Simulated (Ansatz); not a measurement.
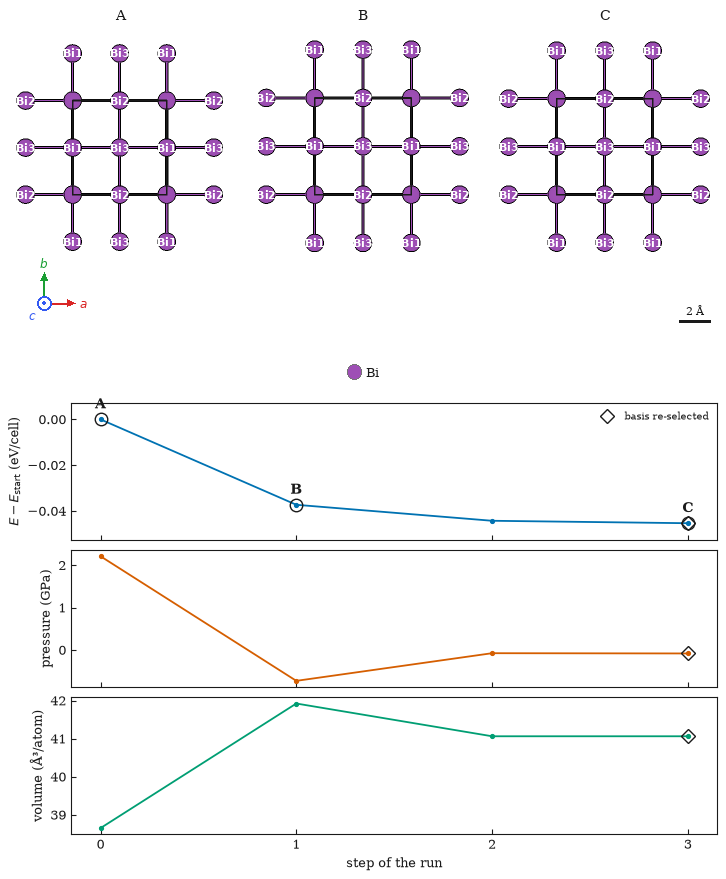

Frames of a relaxation of solid Bi (a generated structure, set up in Im-3m) (coarse preliminary run), marked on the history of the run. The picture is a ball-and-stick view of the conventional cell (2 times the calculation's cell), seen along the c axis. Lengths and directions refer to the drawn axes.

Theory: DFT PBE, scalar-relativistic, plane waves, PAW in Ansatz 0.2.0. Set-up: plane-wave cutoff 420 eV; k-point mesh 4 × 4 × 4; occupations gaussian; smearing width 0.1 eV; no spin polarisation; cell and atoms relaxed; force threshold 0.04 eV/Å; at most 70 steps.

**What happens along the run?**

After 2 accepted moves (3 points after the start) the energy has fallen by 45.3 meV per cell of the calculation. All forces vanish by symmetry, so only the cell relaxes. Pressure: 2.21 GPa at the start and −0.08 GPa at the end. At 1 point the geometry stayed and the basis and grid were re-selected for the new cell (energy shift of 1.1 meV per cell of the calculation at most each time). The atoms keep their places relative to the cell (all moves are under 0.005 Å). The drawn cell changes as follows: a = b = c 6.144 → 6.269 Å (+2.0 %); the volume changes by +6.2 %. Some distances before and after: Bi1–Bi2 3.072 → 3.135 Å. The space group stays Im-3m (No. 229). Cost: 14 s on 1 thread of Arm Neoverse N1, on a shared host, peak memory 0.35 GiB. From step 0 to 1: volume +8.5 %, energy −37.3 meV per cell of the calculation. From step 1 to 3: volume −2.1 %, energy −8.0 meV per cell of the calculation.

| step | E − E(0), meV/atom | pressure, GPa | volume, Å³/atom | note |
| --- | --- | --- | --- | --- |
| 0 | 0.00 | 2.21 | 38.653 |  |
| 1 | -12.42 | -0.73 | 41.923 |  |
| 2 | -14.75 | -0.08 | 41.063 |  |
| 3 | -15.10 | -0.08 | 41.063 | same geometry, new basis |
